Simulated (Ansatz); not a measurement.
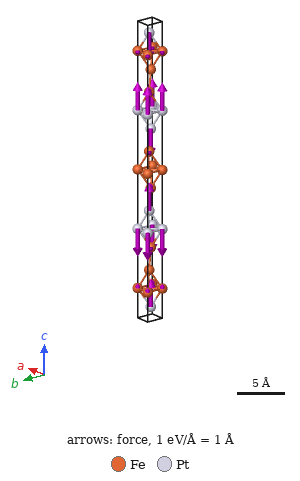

Starting geometry of crystalline Fe3Pt2 (a generated structure, set up in R-3m) (coarse preliminary run) with the computed forces as purple arrows. Style: ball-and-stick. Shown: the conventional cell (3 times the calculation's cell), from a free direction. Lengths and directions refer to the drawn axes.

Theory: Ansatz, DFT PBE, scalar-relativistic, plane waves, PAW.

Input
```yaml
crystal:
  lattice:
    - [1.32766722, 0.76652903, 10.84035746]
    - [-1.32766722, 0.76652903, 10.84035746]
    - [0.0, -1.53305805, 10.84035746]
  atoms:
    - { symbol: Fe, position: [0.1, 0.1, 0.1], spin: 4.0 }
    - { symbol: Fe, position: [0.9, 0.9, 0.9], spin: 4.0 }
    - { symbol: Fe, position: [0.5, 0.5, 0.5], spin: 4.0 }
    - { symbol: Pt, position: [0.7, 0.7, 0.7] }
    - { symbol: Pt, position: [0.3, 0.3, 0.3] }
basis:
  ecutwfc: 420
kpoints:
  mp_grid: { grid: [6, 6, 6] }
hamiltonian:
  xc: pbe
scf:
  occupations: { method: gaussian, width: 0.1 }
  lower_state_search: "off"
output:
  forces: true
  stress: true
  eigenvalues: true
  populations: true
magnetization:
  spin_polarized: true
relax:
  adjacent_minimum: "off"
  f_tol: 0.04
  max_steps: 70
  cell: { stress_tol: 0.4 }
```

Command:
```bash
ansatz run input.yaml --threads 4 --pin off --max-ram 8192MiB --backend cpu --events-out ev --progress --plain --runs-dir out
```

### Is this structure relaxed? If not, where do the atoms go?

It isn't relaxed: the largest force vector, on Pt atoms, is 3.09 eV/Å. The final displacements follow the starting forces only in part (cosine between the two patterns 0.81). The energy falls by 131 meV per atom in 6 accepted moves (7 points after the start). Largest force component: 3.1 eV/Å at the start, 0.0043 eV/Å at the end. Pressure: 14.04 GPa at the start and 0.00 GPa at the end. The SCF was repeated once at an unchanged geometry on a basis and grid sized afresh for the cell, which shifted the energy by 0.3 meV per atom at most. The largest moves relative to the cell, 0.19 Å, are those of Pt4 and Pt5. Pt5 goes along −c. Largest moves by element: Pt 0.19 Å, Fe 0.19 Å. The volume changes by +3.7 %, with a = b 2.655 → 2.733 Å (+2.9 %), c 32.521 → 31.832 Å (−2.1 %). Among the contacts that change: Pt4–Pt5 2.655 → 2.956 Å, Fe1–Fe3 2.655 → 2.498 Å, Fe1–Fe1 2.655 → 2.733 Å, Pt4–Pt4 2.655 → 2.733 Å. The space group stays R-3m (No. 166). The run took 20 s on 4 threads of Intel(R) Xeon(R) 6975P-C (Granite Rapids) (shared host), peak memory 0.57 GiB.
